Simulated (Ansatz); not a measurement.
## Run report: Sb, single-point calculation

- system: Sb (Cmcm, 2 atoms in the cell)
- method: DFT PBEsol, scalar-relativistic, plane waves, PAW, no spin polarisation (Ansatz 0.2.0)

The structure derives from an entry of the Crystallography Open Database. It belongs to a series of runs on one base structure; here: strain -0.0300 x Voigt [1, -1, 0, 0, 0, 0], atoms carried along. Figures and captions count atoms from 1; the log counts them from 0 in places.

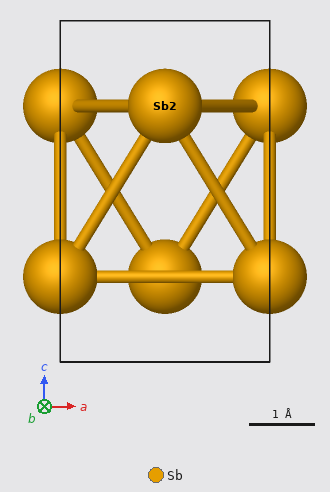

Figure 1. The structure as given in the input (ball-and-stick view of the cell 2 times as large as that of the calculation, set on its symmetry axes, along the b axis; atoms are numbered from 1 in the order of the input). An atom can appear more than once, as a periodic image.

Input file
```yaml
crystal:
  lattice:
    - [3.2679301741, 0.0, 0.0]
    - [-1.6339650871, 3.005168933, 0.0]
    - [0.0, 0.0, 5.33]
  atoms:
    - { symbol: Sb, position: [0.3333333333, 0.6666666667, 0.25] }
    - { symbol: Sb, position: [0.6666666667, 0.3333333333, 0.75] }
basis:
  ecutwfc: 420
kpoints:
  mp_grid: { grid: [18, 18, 10] }
hamiltonian:
  xc: pbesol
scf:
  occupations: { method: gaussian, width: 0.15 }
output:
  forces: true
  stress: true
  eigenvalues: true
  write_density: true
  write_potential: true
  elf: true
  volumetric_format: npy
```

Machine: 1 thread of Arm Neoverse V2, 24 GiB of memory available, shared host.

Command:
```bash
ansatz run input.yaml --threads 1 --pin off --max-ram 2560MiB --backend cpu --events-out ev --progress --plain --runs-dir out
```

The program's output
```
Engine: ansatz 0.2.0, aarch64-unknown-linux-gnu
Pseudopotentials: kind: paw
Pseudopotential: Sb, paw, valence charge 15, recommended cutoff 420 eV (normal), Sb.paw.azcp
Functional definition: PBEsol
  exchange = pbesol_x
  correlation = pbesol_c
Crystal: 2 atoms, lattice volume = 52.344 Å³
Basis set: ecut = 420 eV, 1031 PW (Γ), exchange–correlation on 48×48×72 points (8 copies of the dense FFT grid, shifted against one another)
Bands: 19, of which v1, the nominal top of the filled ones, is band 15 counted from 1 (14 counted from 0)
Symmetry: 8 space group operations
Space group: Cmcm (ITA 63), of the structure as read, at distance tolerance 3.7e-5 Å
k-points: 546 of 3240
Non-local potential: Sb, projectors of the file, l = 0: 2, l = 1: 2, l = 2: 2, l = 3: 2
PAW form: soft (Blöchl's): semilocal exchange-correlation on the pseudo side does not see the compensation charge
PAW frozen core: Sb, regenerated for the run's functional, and the local potential with it (the file was generated under x = pbe(κ = 0.804, μ = 0.2195149727645171), c = pbe(β = 0.06672455060314922))
PAW one-centre angular grid: Sb, 590 points (default); XC on 64 Gauss nodes
Initial density: superposition of atomic densities (neutral atoms: chi_scale 0, normalization atom), corrected by the library's trained network
Initial wavefunctions: pseudopotential atomic-orbital guess
Functional: x = pbesol(κ = 0.804, μ = 0.12345679012345678), c = pbesol(β = 0.046)
SCF iter   1: F=—  HF=-12815.719575 eV  |F-HF|=—  |Δ(HF+E_count)|=         —  Δρ=2.55e-3  dr2=1.73e-3  ethr=1.77e-3  ⟨swp⟩=5.4  Hψ=48940  notcnv=0
preconditioner: auto → Kerker (q_TF=auto, 2.487 Å⁻¹)  [metal: Δε(μ)=0.000 eV  Ē_g=8.664 eV  σ=0.150 eV  W_gap=0.00  n_scr=22 (ndim 8)  ℏωp=16.2 eV  f_vac=0.000  D(μ)=1.36/eV (n_scr^D=4)]
SCF iter   2: F=—  HF=-12815.717536 eV  |F-HF|=—  |Δ(HF+E_count)|=   2.04e-3  Δρ=1.68e-3  dr2=7.78e-4  ethr=5.78e-6  ⟨swp⟩=2.6  Hψ=22356  notcnv=0
SCF iter   3: F=—  HF=-12815.717453 eV  |F-HF|=—  |Δ(HF+E_count)|=   8.24e-5  Δρ=7.49e-4  dr2=1.40e-4  ethr=2.59e-6  ⟨swp⟩=2.0  Hψ=18436  notcnv=0
SCF iter   4: F=—  HF=-12815.717345 eV  |F-HF|=—  |Δ(HF+E_count)|=   1.08e-4  Δρ=1.13e-4  dr2=3.84e-6  ethr=4.68e-7  ⟨swp⟩=2.0  Hψ=18430  notcnv=0
SCF iter   5: F=—  HF=-12815.717344 eV  |F-HF|=—  |Δ(HF+E_count)|=   1.46e-6  Δρ=5.46e-5  dr2=8.62e-7  ethr=1.28e-8  ⟨swp⟩=1.0  Hψ=10244  notcnv=0
SCF iter   6: F=—  HF=-12815.717343 eV  |F-HF|=—  |Δ(HF+E_count)|=   3.76e-7  Δρ=1.96e-5  dr2=1.05e-7  ethr=2.87e-9  ⟨swp⟩=2.6  Hψ=18947  notcnv=0
SCF iter   7: F=-12815.717343 eV  HF=-12815.717343 eV  |F-HF|=3.71e-9  |Δ(HF+E_count)|=   6.11e-8  Δρ=3.25e-6  dr2=3.43e-9  ethr=3.33e-10  ⟨swp⟩=9.4  Hψ=68785  notcnv=0
SCF 1 converged in 7 iterations: F = -12815.717343 eV  dr2 = 3.43e-9
  greatest PAW one-centre occupation: 0.997 electrons in one spin orbital (limit 2), on the Sb atom at site 1 (counted from 0), in its partial waves of l = 2
```

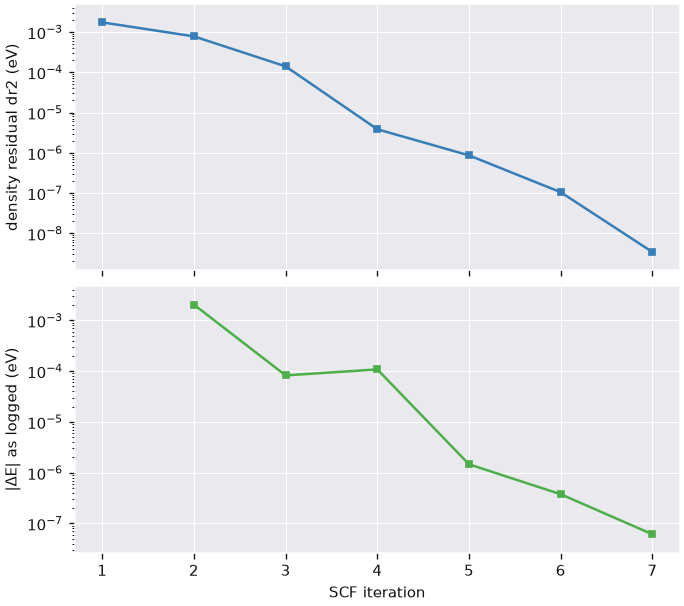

Figure 2. Convergence of the self-consistent field: density residual dr2 and size of the energy change against the SCF iteration. The residual falls at every step.

```
SCF converged after 7 iterations
Free energy (F): -12815.717343 eV
Harris-Foulkes:  -12815.717343 eV  (|F-HF|=3.71e-9)
Internal energy: -12815.702026 eV  (E = F + TS)
E sigma→0 (E₀):  -12815.709685 eV
Entropy (-TS):   -0.015317 eV (-7.659 meV/atom)
Fermi energy:    11.957081 eV
--- Per-component energies (eV) ---
  E_band       = -278.492718
  E_kinetic    = 414.955239
  E_local      = -2827.837986  (includes V_loc(G=0)·N_el)
  E_nonlocal   = 726.838939
  E_hartree    = 1293.286839
  E_xc         = -275.781161
  E_vxc        = -194.214184  (∫ρ·V_xc dr)
  E_paw        = -8997.475129  (= ΣΔE_a)
  E_vpaw       = -984.804557  (= ΣTr[D̂ρ^β])
  E_aug_tail   = -0.000004  (compensation charges beyond the density's cutoff)
  E_ewald      = -3150.352478
  E_core_change = 0.663714  (= ΣΔE_core)
  E_smearing   = -0.015317  (= −TS)
  E_closure    = 0.000000  (closes the sum)
  Σ components = -12815.717343   (vs F -12815.717343, Δ=0.00e0)
--- Forces (eV/Å), atoms counted from 1 ---
  atom   1  Sb    -0.00000000     0.05490121     0.00000000
  atom   2  Sb     0.00000000    -0.05490121     0.00000000
  max |Σ_I F_I| component: 6.94e-18 eV/Å
--- Stress (GPa, compression-positive) ---
        0.160822       0.000000       0.000000
        0.000000      -0.714081       0.000000
        0.000000       0.000000       0.633928
  P = ⅓ Tr σ = 0.0269 GPa (0.269 kbar)
--- Band table (eV; the first three rows and the last of 546) ---
  k-point 0: bands = ["-17.2577", "-17.2552", "-17.2359", "-17.2355", "-17.2315", "-17.2307", "-17.2200", "-17.2163", "-17.1684", "-17.1659", "-1.1868", "3.0464", "6.0399", "14.8816", "15.7367", "16.6037", "17.5811", "18.0151", "19.6167"]
  k-point 1: bands = ["-17.2583", "-17.2553", "-17.2388", "-17.2366", "-17.2334", "-17.2253", "-17.2173", "-17.2165", "-17.1691", "-17.1666", "-1.1332", "2.7307", "6.4618", "14.9218", "15.7783", "16.5720", "17.4810", "17.5389", "19.6386"]
  k-point 2: bands = ["-17.2595", "-17.2556", "-17.2415", "-17.2385", "-17.2357", "-17.2202", "-17.2166", "-17.2092", "-17.1714", "-17.1687", "-0.9727", "2.0742", "7.4358", "15.0360", "15.9007", "16.2331", "16.4720", "17.4123", "19.7052"]
  k-point 545: bands = ["-17.2624", "-17.2624", "-17.2215", "-17.2215", "-17.2141", "-17.2141", "-17.1856", "-17.1856", "-17.1533", "-17.1533", "3.3267", "3.3267", "7.7828", "7.7828", "10.2445", "10.2445", "14.7690", "14.7690", "19.9207"]
```

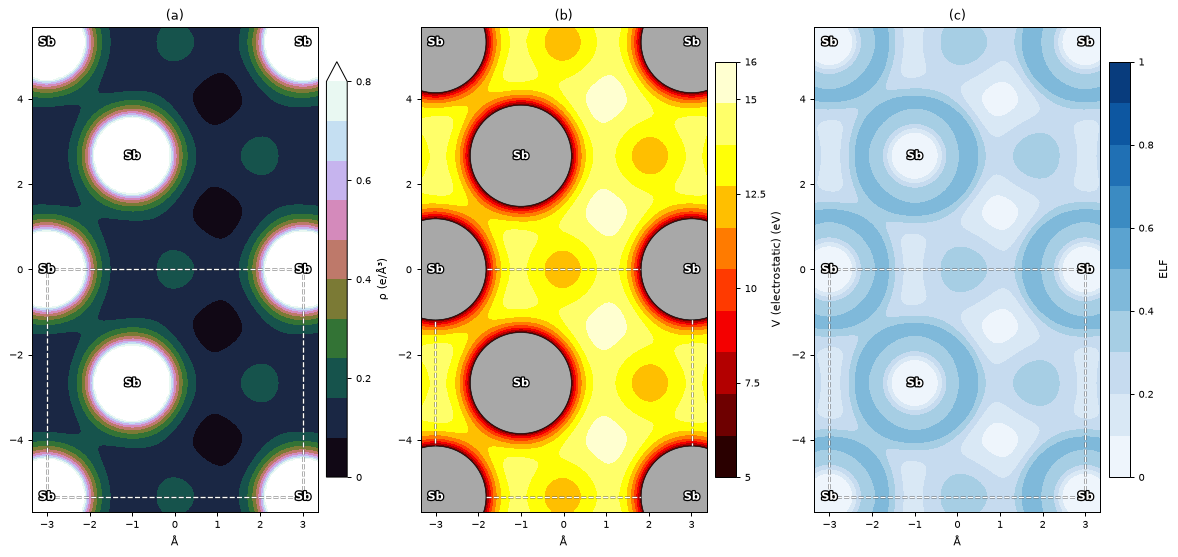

Figure 3. (a) valence electron density; (b) electrostatic potential (local pseudopotential plus Hartree) felt by an electron; (c) electron localisation function on the (100) plane of the conventional cell. Grey discs, where drawn, cover atomic cores. Atoms in the plane: Sb. Sb–Sb (3.33 Å): the density is about 0.17 e/Å³ at the midpoint; the ELF is about 0.35 at the midpoint (metallic bonding. Away from the nuclei the density in this plane falls to 0.06 e/Å³ at its lowest. Outside the cores the potential energy rises away from the atoms and is highest about 2.3 Å from the nearest atoms; outside the discs it spans about 10 eV, and its zero is arbitrary. In a PAW calculation such maps are meaningful between the atoms, not at the nuclei.

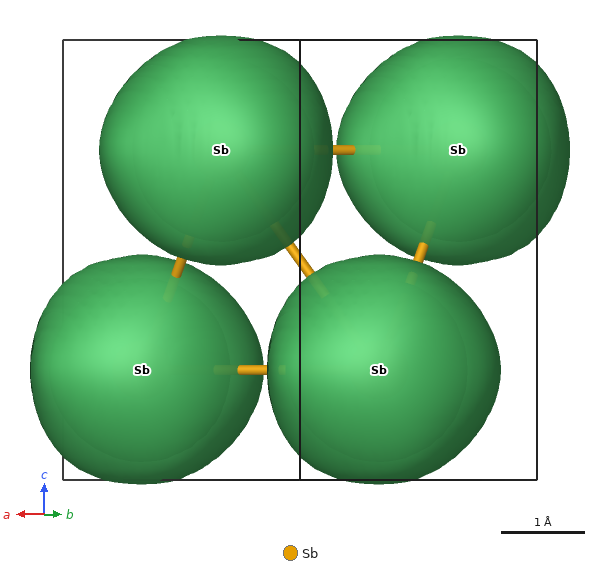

Figure 4. Isosurface of the electron localisation function at 0.4 (green), seen along [110]. Core shells and regions of very low density are left out. Sticks mark near contacts. The outline is the cell set on symmetry axes. Values along the shortest contacts: Sb–Sb (3.33 Å): the ELF is about 0.35 at the midpoint, as expected for nearly free electrons, as in a simple metal.

Results in brief

```csv
quantity,value
outcome,converged
space group (tolerance 0.01 Å),Cmcm (63)
electrons treated,30
free energy,−12815.7173 eV
Fermi energy,11.957 eV
gap on the k-point mesh,none (metallic)
pressure,0.03 GPa
largest force (length of the vector),0.055 eV/Å
wall time,28 s
peak memory,0.63 GiB
```
